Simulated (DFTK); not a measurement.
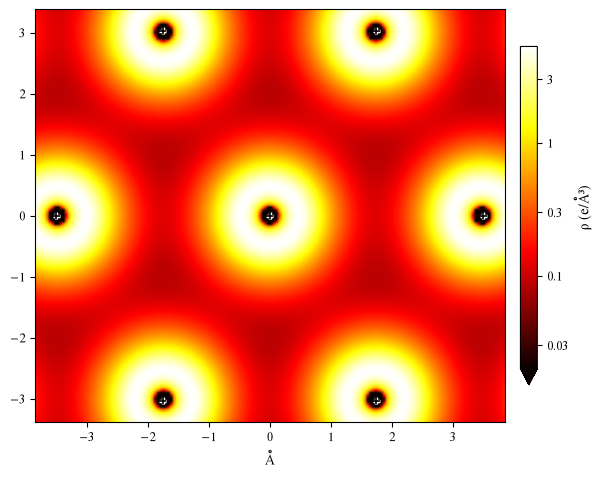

The valence charge density (pseudo) on a plane through atoms (crosses mark nuclei in the plane).

Method: Kohn-Sham DFT of a periodic cell, PBEsol, dojo.nc.sr.PBEsol.v0_4_1.standard.upf (DFTK).

Candidates:
A. WS2, a = 3.16 Å, b = 3.16 Å, c = 18.49 Å, α = 90.00°, β = 90.00°, γ = 120.00°. Space group R3m; not relaxed (largest force 0.6 eV/Å).
B. Pb, a = 4.95 Å, b = 4.95 Å, c = 4.95 Å, α = 90.00°, β = 90.00°, γ = 90.00°. Space group Fm-3m.
C. TaN, a = 4.42 Å, b = 4.42 Å, c = 4.42 Å, α = 90.00°, β = 90.00°, γ = 90.00°. Space group Fm-3m; a structure from a database of computed crystals, not necessarily the ambient phase; computed pressure about −11 GPa in this cell.

**Which system is this?**

Candidate B: Pb on the (111) plane of the conventional cell, which holds Pb. Pb–Pb (3.50 Å): ρ is about 0.12 e/Å³ halfway.
